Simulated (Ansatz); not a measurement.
A periodic structure is given below.

```
Rh
1.0
     4.63398    0.00000    0.00000
     0.00000    2.67543    0.00000
     0.00000    0.00000    8.72714
Rh
8
Direct
  0.07932 0.00000 0.47025
  0.33333 0.00000 0.75000
  0.00000 0.00000 0.00000
  0.16667 0.50000 0.25000
  0.57932 0.50000 0.47025
  0.83333 0.50000 0.75000
  0.50000 0.50000 0.00000
  0.66667 0.00000 0.25000
```

Summarise the structure in words.

Answer. The element is rhodium. Symmetry: Cm (No. 8), base-centred monoclinic lattice. The cell holds eight atoms. The bonds build a three-dimensional framework.

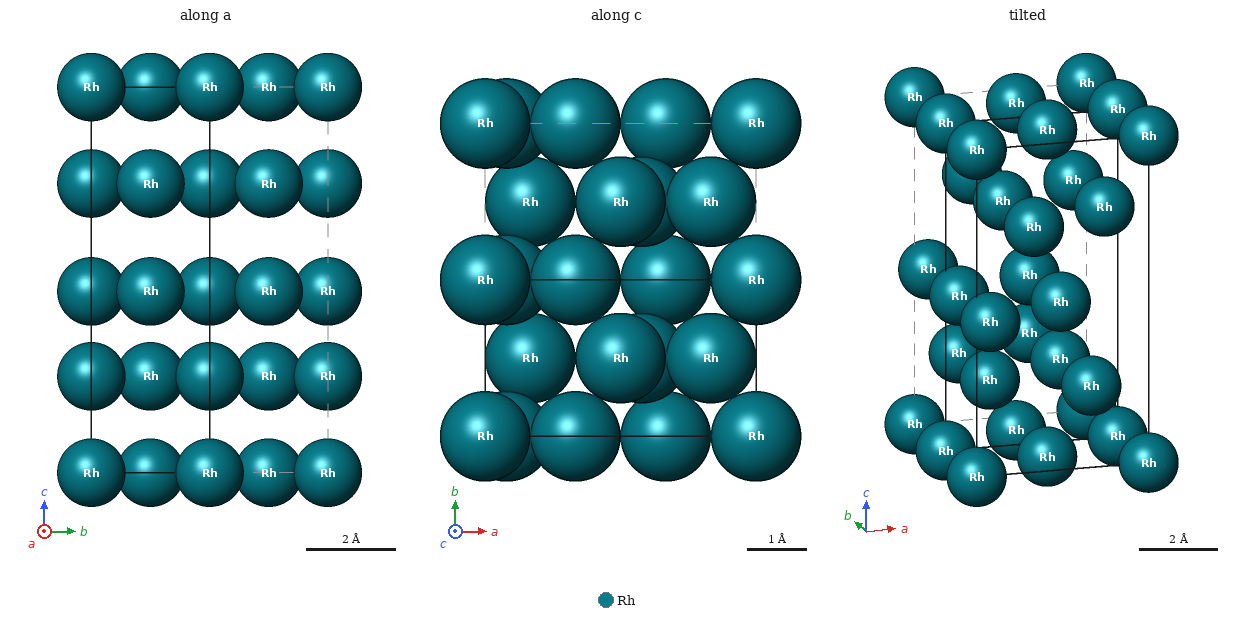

This spheres-only model is shown along the a axis, along the c axis and slightly off an axis. The picture spans 1×2×1 cells, one conventional unit cell being drawn with solid lines. Colours: rhodium blue.

Origin of the cell: a structure listed in the Materials Project. The cell was then strained or its atoms displaced on purpose. It was run through Ansatz as a DFT input.

At this level of theory the cell isn't at rest (compressed, at 8 GPa and forces up to 4.4 eV/Å), so its distances can differ from those at equilibrium, the more so the softer the solid.
